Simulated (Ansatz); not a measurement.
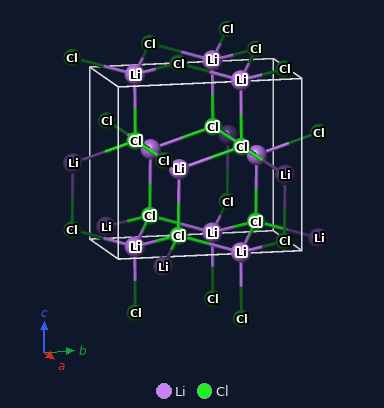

This ball-and-stick model is shown slightly off an axis. The parallelepiped is the conventional unit cell. Every bond is drawn to its end, so some atoms lie outside the box, in fainter colours.

LiCl, space group Cmc2_1 (No. 36), a = 4.089 Å, b = 6.745 Å, c = 6.224 Å, α = 90.00°, β = 90.00°, γ = 90.00°. Its origin is a structure type filled with these elements by a generator (whether the compound takes this form wasn't checked). The cell was then strained or its atoms displaced on purpose. A calculation with Ansatz used it as input.

This one geometry was computed with Ansatz (DFT, plane waves, PAW) at three levels of theory: PBE, HSE06 and r2SCAN. It was relaxed with r2SCAN and then strained.

### How does the band gap change with the level of theory?

PBE: a gap of 5.80 eV, direct; r2SCAN: a gap of 6.45 eV, direct; HSE06: a gap of 7.12 eV, direct.

### Collect the results in a table.

| level | cutoff (eV) | k-mesh of the run's cell | gap (eV) | pressure (GPa) |
| --- | --- | --- | --- | --- |
| PBE | 420 | 12×12×4 | 5.80 | -0.5 |
| HSE06 | 420 | 6×6×4 | 7.12 | -1.0 |
| r2SCAN | 500 | 12×12×4 | 6.45 | -1.2 |

Gaps are taken on the k-mesh or band path of each run.
